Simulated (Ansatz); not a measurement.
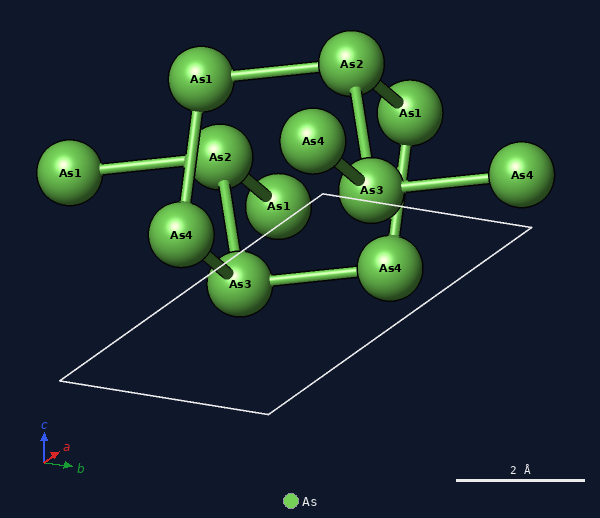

This is a slab of composition As at its r2SCAN-relaxed geometry. Style: ball-and-stick. Shown: the 2 × 1 repeat of the cell, outlined in the plane, without the vacuum, from a free direction.

Level of theory: Ansatz, DFT, r2SCAN with spin-orbit coupling, plane waves, PAW. (plane-wave cutoff 500 eV; k-point mesh 6 × 8 × 1; occupations fermi dirac; smearing width 0.02 eV; spin-orbit)

Now this is done to it. The cell is strained by 0.0 % along the normal (+c) and +2.0 % across it (volume +4.0 %). The atoms were relaxed with r2SCAN under that strain, and this is a single point on that geometry.

Input
```yaml
crystal:
  lattice:
    - [4.9034914356, 0.0, 0.0]
    - [0.0, 3.7065771967, 0.0]
    - [0.0, 0.0, 28.2703730404]
  atoms:
    - { symbol: As, position: [0.0803074831, 0.0, 0.3774216846] }
    - { symbol: As, position: [0.4196925169, 0.5, 0.3774216846] }
    - { symbol: As, position: [0.5803074831, 0.5, 0.2946600022] }
    - { symbol: As, position: [0.9196925169, 0.0, 0.2946600022] }
  periodic: [true, true, false]
kpoints:
  mp_grid: { grid: [6, 8, 1] }
  band_path:
    path:
      - [0.0, 0.0, 0.0]
      - [0.5, 0.0, 0.0]
      - [0.5, 0.5, 0.0]
      - [0.0, 0.5, 0.0]
      - [0.360677, 0.0, 0.0]
    npoints: 1
hamiltonian:
  xc: r2scan
scf:
  occupations: { method: fermi_dirac, width: 0.02 }
  n_extra_bands: 10
magnetization:
  noncollinear: true
  spin_orbit: true
output:
  forces: true
  stress: true
  eigenvalues: true
  write_density: true
  write_potential: true
  elf: true
  volumetric_format: npy
```

> Predict the response.

The energy rises by 7.2 meV per atom. The forces stay under 0.01 eV/Å. The band gap: 1.12 eV before, 1.26 eV after. Near-neighbour distances before and after: As–As 2.469 → 2.469 to 2.491 Å. The space group stays Pmna (No. 53).

The changed structure in the same view:

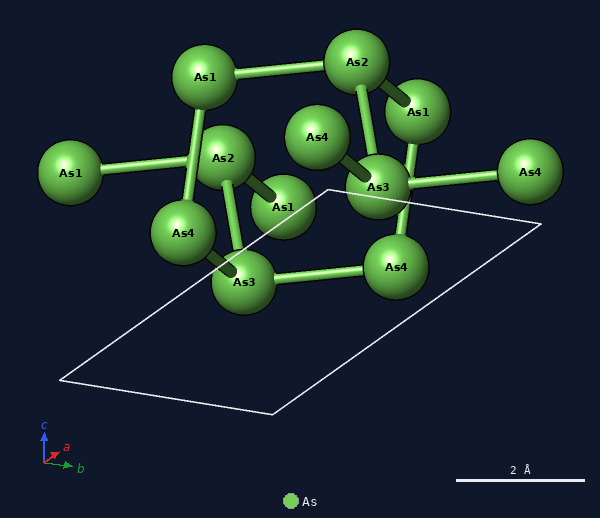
